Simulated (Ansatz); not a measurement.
```
C
1.0
     2.45734    0.00000    0.00000
     0.00000    4.25519    0.00000
     0.00000    0.00000    7.32187
C
8
Direct
  0.00000 0.91667 0.74931
  0.50000 0.41667 0.74931
  0.00000 0.41667 0.25069
  0.50000 0.91667 0.25069
  0.00000 0.08333 0.25069
  0.50000 0.58333 0.25069
  0.00000 0.58333 0.74931
  0.50000 0.08333 0.74931
```

Space group Cmme; a structure from a database of computed crystals, not necessarily the ambient phase; changed on purpose from its base cell (volume × 1.03, shape and atoms relaxed).

Computed with DFT r2SCAN, scalar-relativistic, plane waves, PAW (Ansatz).

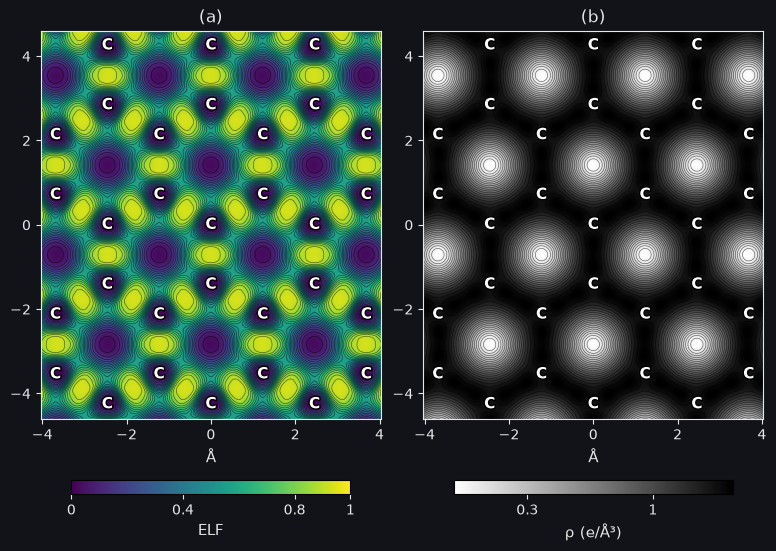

C. (a) ELF; (b) valence charge density (pseudo) on the (001) plane of the conventional cell.

The density is the valence pseudo-density of a PAW calculation; it isn't the true density close to the nuclei.

Interpret the plot.

- Atoms in the plane: C.
- C–C (1.42 Å): ρ is about 2.1 e/Å³ halfway; the ELF peaks at about 0.95 between the atoms; a covalent bond.
- Between the atoms the lowest density in this plane is 0.15 e/Å³.
